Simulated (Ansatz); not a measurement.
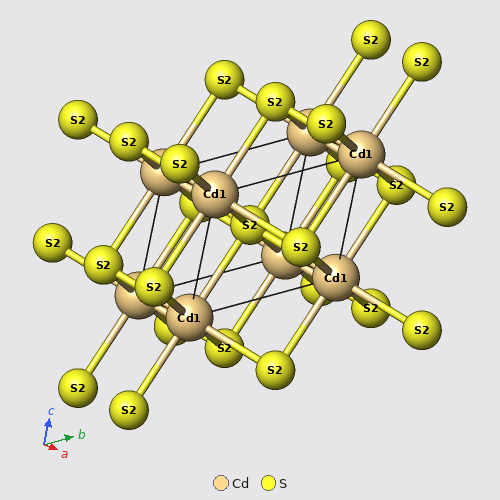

The system is CdS (Fm-3m, No. 225; 2 atoms in the cell); the picture shows the reference structure. The cell is strained homogeneously, by one strain along x and y and another along z, with fractional coordinates fixed (x, y and z along the cube axes). The first coordinate is: strain along x and y; the second: strain along z. The grid has 5 × 5 points. Energies are in meV/atom, from the lowest grid point. The reference cell is the one listed in the database, not relaxed at this level. Theory: Ansatz 0.2.0, DFT PBE, scalar-relativistic, plane waves, PAW. Settings: cutoff 420 eV, k-mesh 10×10×10, gaussian smearing 0.03 eV, no spin polarisation.

Its coordinates:

```yaml
crystal:
  lattice:
    - [0.00000, 2.75324, 2.75324]
    - [2.75324, 0.00000, 2.75324]
    - [2.75324, 2.75324, 0.00000]
  atoms:
    - { symbol: Cd, position: [0.00000, 0.00000, 0.00000] }
    - { symbol: S, position: [0.50000, 0.50000, 0.50000] }
```

Range: strain along x and y from −5.0 to 5.0 %; strain along z from −5.0 to 5.0 %.

> What landscape does the calculation give?

The lowest grid point is at strain along x and y = 0.0 %, strain along z = 0.0 %. It is the only kind of minimum in the scanned range. The highest grid point, strain along x and y = −5.0 %, strain along z = −5.0 %, lies 116 meV/atom above the lowest. Round the minimum the valley is somewhat tilted: raising strain along x and y shifts the best value of strain along z downwards (coupling k₁₂/√(k₁₁k₂₂) about 0.5).

```
strain along z ↓, strain along x and y →  −5.0  −2.5  0.0  2.5  5.0
                                     5.0    48    15   18   47   94
                                     2.5    50    10    6   28   69
                                     0.0    60    12    0   15   49
                                    −2.5    81    24    4   10   37
                                    −5.0   116    50   20   18   36
```

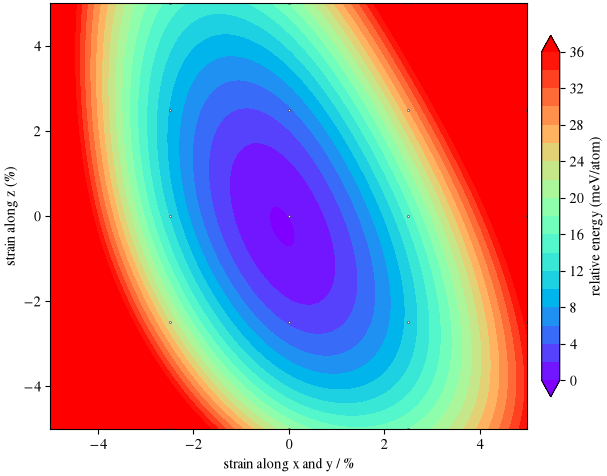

In the figure: filled contours, dots at the grid points, one colour for all values above the top of the scale. Between grid points the surface is interpolated.
